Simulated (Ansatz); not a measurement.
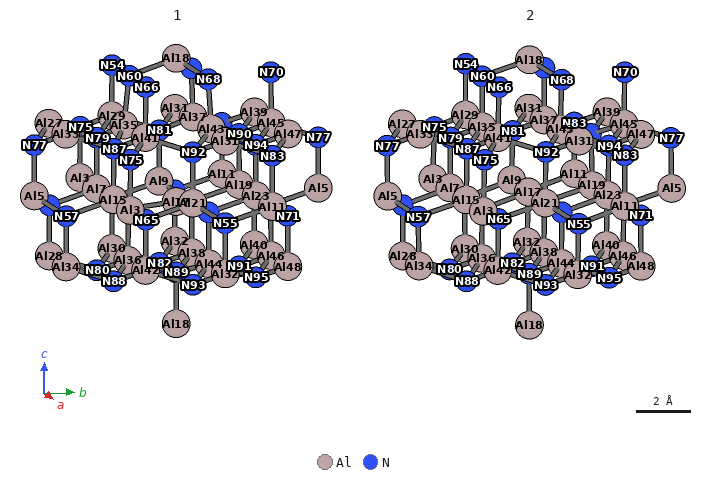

Two geometries of a defect cell of composition Al$_{48}$N$_{47}$ (cell charge +2), drawn at one scale. One is the start of a relaxation, the other its converged end. A ball-and-stick model of the atoms within 5.8 Å of the atom that moves most (axes of the cell of the calculation (origin shifted)), seen slightly off an axis.

Computed with Ansatz, DFT, PBEsol, PAW, plane waves. Settings: plane-wave cutoff 420 eV; k-point mesh 1 × 1 × 1; mesh shifted by (0.25, 0.25, 0.25); collinear spin; atoms relaxed in a fixed cell; force threshold 0.03 eV/Å; at most 80 steps.

Q: Which geometry has the lower energy?

A: Structure 1 is the relaxed one. An Al atom moves most: 0.36 Å roughly along −c. Largest moves by element: Al 0.36 Å, N 0.06 Å. The cell doesn't change. Among the contacts that change: Al–N 1.953 → 1.839 Å, Al–N 1.963 → 1.857 Å, Al–N 1.790 → 1.889 Å, Al–N 1.928 → 1.830 Å. Bond angles that change, for instance: Al–N–Al 109.7° → 97.7°, Al–N–Al 108.9° → 97.7°, Al–N–Al 107.7° → 97.7°. Over 5 accepted moves (7 points after the start) the energy falls by 2.140 eV per cell of the calculation. The largest force component goes from 1.6 to 0.014 eV/Å. The line search rejected the trial steps at points 2, 6 of the run.

Limits of the set-up: the cell is charged, on a uniform background, and energies carry no finite-size correction.
